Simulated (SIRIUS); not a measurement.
Consider Al₃Cu₂.

Input

```
{
  "control": {
    "processing_unit": "cpu",
    "std_evp_solver_name": "lapack",
    "gen_evp_solver_name": "lapack",
    "verbosity": 2,
    "print_forces": true,
    "ortho_rf": true,
    "use_second_variation": true,
    "rmt_max": 3.0,
    "num_bands_to_print": 24,
    "save_wf": true
  },
  "parameters": {
    "electronic_structure_method": "full_potential_lapwlo",
    "xc_functionals": ["XC_GGA_X_PBE_SOL", "XC_GGA_C_PBE_SOL"],
    "core_relativity": "dirac",
    "valence_relativity": "iora",
    "num_fv_states": 50,
    "smearing": "fermi_dirac",
    "smearing_width": 0.0018374661,
    "pw_cutoff": 20,
    "gk_cutoff": 3.89,
    "lmax_apw": 10,
    "lmax_rho": 8,
    "lmax_pot": 8,
    "num_mag_dims": 0,
    "auto_rmt": 0,
    "ngridk": [8, 8, 6],
    "shiftk": [0, 0, 0],
    "num_dft_iter": 80,
    "energy_tol": 1e-07,
    "density_tol": 1e-05,
    "use_symmetry": true
  },
  "settings": {"tol_ne": 1e-10},
  "iterative_solver": {"type": "exact"},
  "mixer": {"type": "anderson", "beta": 0.5, "max_history": 8},
  "unit_cell": {
    "lattice_vectors": [[7.7326679088, 0.0, 0.0], [-3.8663339544, 6.696686848, 0.0], [0.0, 0.0, 9.4349843439]],
    "atom_types": ["Al", "Cu"],
    "atom_files": {"Al": "Al.json", "Cu": "Cu.json"},
    "atoms": {
      "Al": [[0.659973, 0.322899, 0.65487], [0.342228, 0.663317, 0.350388], [0.018126, 0.004946, -0.000201]],
      "Cu": [[0.669786, 0.33182, 0.167677], [0.328612, 0.663543, 0.841052]]
    }
  }
}
```

Launched as:

```sh
OMP_NUM_THREADS=1 sirius.scf --input=sirius_start.json --output=start.json
OMP_NUM_THREADS=1 sirius.scf --input=sirius.json --output=output.json --task=1
```

Below, planes, directions and counts refer to the conventional cell (a = 4.09 Å, b = 4.09 Å, c = 4.99 Å, α = 90.00°, β = 90.00°, γ = 120.00°).

Space group P1; a structure from a database of computed crystals, not necessarily the ambient phase; not relaxed (largest force 0.6 eV/Å).

Theory: SIRIUS, Kohn-Sham DFT of a periodic cell, PBEsol, all-electron FP-LAPW.

### What can the converged electron density tell about the bonding?

Al–Cu (2.45 Å): the density is about 0.34 e/Å³ at the midpoint.
Al–Cu (2.54 Å): the density is about 0.27 e/Å³ at the midpoint.

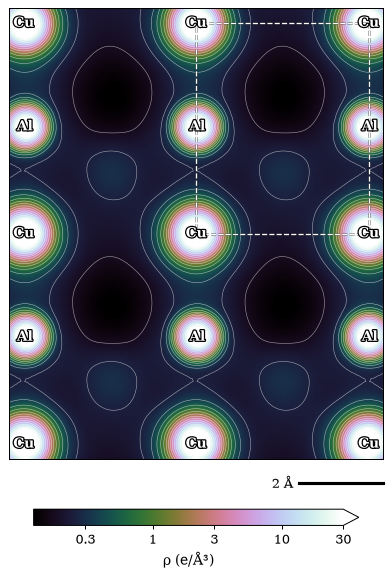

Computed electron density on the (100) plane of the conventional cell. 

The calculation treats all electrons.
